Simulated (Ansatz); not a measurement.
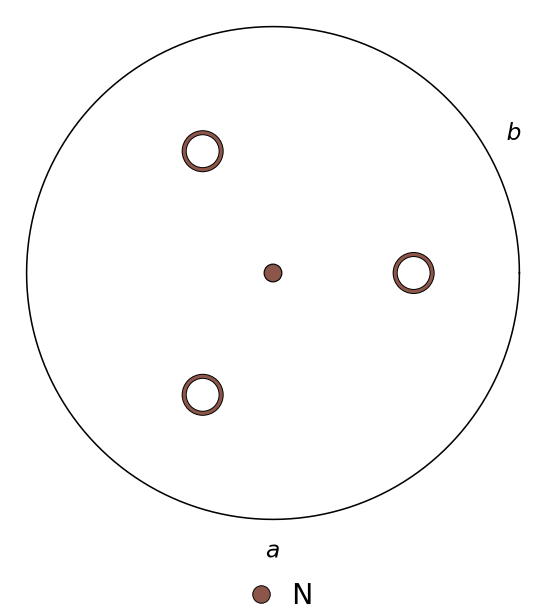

Directions from one tantalum atom at (1/3, 2/3, 0.028) to its bonded neighbours, in stereographic projection down c (filled: above the plane of the page or in it, open: below). Crystal: TaN, the end point of a relaxation with Ansatz, DFT PBE, scalar-relativistic, plane waves, PAW. All values are computed from the atomic coordinates in the standard setting (tolerance 0.002 Å).

Neighbours are counted up to 2.53 Å for N.

```cif
data_structure
_symmetry_space_group_name_H-M 'P 1'
_symmetry_Int_Tables_number 1
_cell_length_a 3.1520
_cell_length_b 3.1520
_cell_length_c 6.1043
_cell_angle_alpha 90.000
_cell_angle_beta 90.000
_cell_angle_gamma 120.000
_cell_volume 52.52
loop_
_atom_site_label
_atom_site_type_symbol
_atom_site_fract_x
_atom_site_fract_y
_atom_site_fract_z
_atom_site_occupancy
Ta1 Ta 0.33333 0.66667 0.02802 1
Ta2 Ta 0.66667 0.33333 0.52802 1
N1 N 0.33333 0.66667 0.35198 1
N2 N 0.66667 0.33333 0.85198 1
```

How many neighbours are there, and at what angles?

Answer. 4: 1 N at 1.98 Å, 3 N at 2.11 Å. Angles between bonds: 96° (3×), 121° (3×).

What is the site's symmetry in the crystal?

Answer. Point group 3m (C3v), order 6: one threefold axis, three mirror planes. In P6_3mc (No. 186) this is Wyckoff position 2b.
